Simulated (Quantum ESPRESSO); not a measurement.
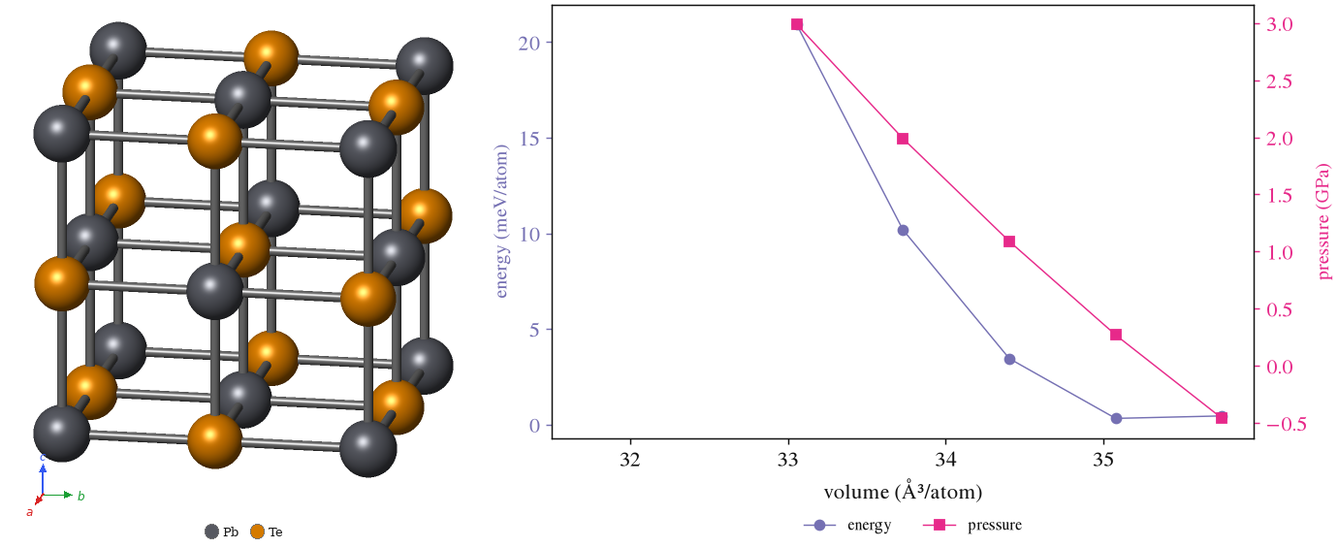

Plotted: energy and pressure against volume for TePb, space group Fm-3m (No. 225). The conventional cell is drawn beside the plot.

Cell as given: a = 4.569 Å, b = 4.569 Å, c = 4.569 Å, α = 60.00°, β = 60.00°, γ = 60.00°; 2 atoms.

Computed with Quantum ESPRESSO 7.5: plane-wave DFT, no spin polarisation; energies at scaled volumes of the given cell, shape and fractions fixed, counted from the fit's minimum, third-order Birch-Murnaghan fit. Level: PBE.

k mesh 7×7×7; occupations Fermi–Dirac; smearing width 0.05 eV; potentials SSSP 1.3 efficiency PBE; wave cutoff 748.3 eV; density cutoff 5987 eV.

The points at volume 31.71 Å³/atom and 32.38 Å³/atom are left out of the plot. What values does the calculation give there?

```csv
volume (Å³/atom),energy (meV/atom),pressure (GPa)
31.71,56.41,5.36
32.38,36.19,4.11
```

Keep in mind: spin-orbit coupling left out, heavy elements.
